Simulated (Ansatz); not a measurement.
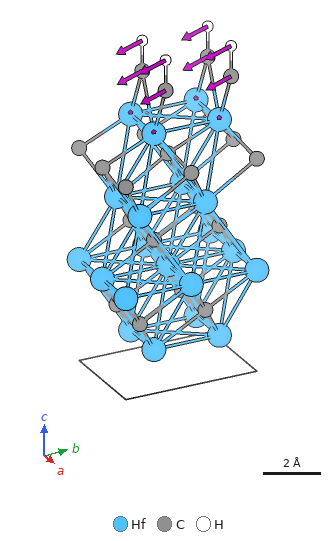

A constrained relaxation of a slab of composition Hf4HC4 (cut from the Fm-3m phase). The starting structure is drawn; purple arrows show the displacements, at their true length.

A ball-and-stick model of the 2 × 2 repeat of the cell, outlined in the plane, without the vacuum, seen slightly off an axis.

Case: CH put at a bridge Hf-Hf site. The slab is the (1 1 1) face of HfC with CH on it. 3 atoms are held fixed.

Computed with Ansatz, DFT PBEsol, scalar-relativistic, plane waves, PAW. Set-up: plane-wave cutoff 420 eV; k-point mesh 9 × 9 × 1; occupations gaussian; smearing width 0.1 eV; no spin polarisation; dipole correction; atoms relaxed in a fixed cell; force threshold 0.03 eV/Å; at most 70 steps.

What happened in the run?

Answer. Over 8 geometry steps the energy falls by 1.038 eV per cell of the calculation. Largest force component: 3.3 eV/Å at the start, 0.029 eV/Å at the end. The largest move is that of the H atom, 1.08 Å at 65° to the normal (−c side). By element the largest moves are H 1.08 Å, C 1.04 Å, Hf 0.17 Å. The lattice vectors keep their values. Some distances before and after: C–Hf 3.413 → 2.291 Å, C–Hf 2.518 → 2.277 Å, C–Hf 2.190 → 2.299 Å, Hf–Hf 3.195 → 3.294 Å. New bonds form: C–Hf (3.41 → 2.29 Å). Among the angles between lasting bonds that change: Hf–C–H 139.7° → 125.6°, Hf–C–Hf 80.6° → 91.3°, Hf–C–Hf 96.1° → 90.2°.

Limits of the set-up: the periodic images lie only 3.3 Å apart, so the values are limited by the cell's size.
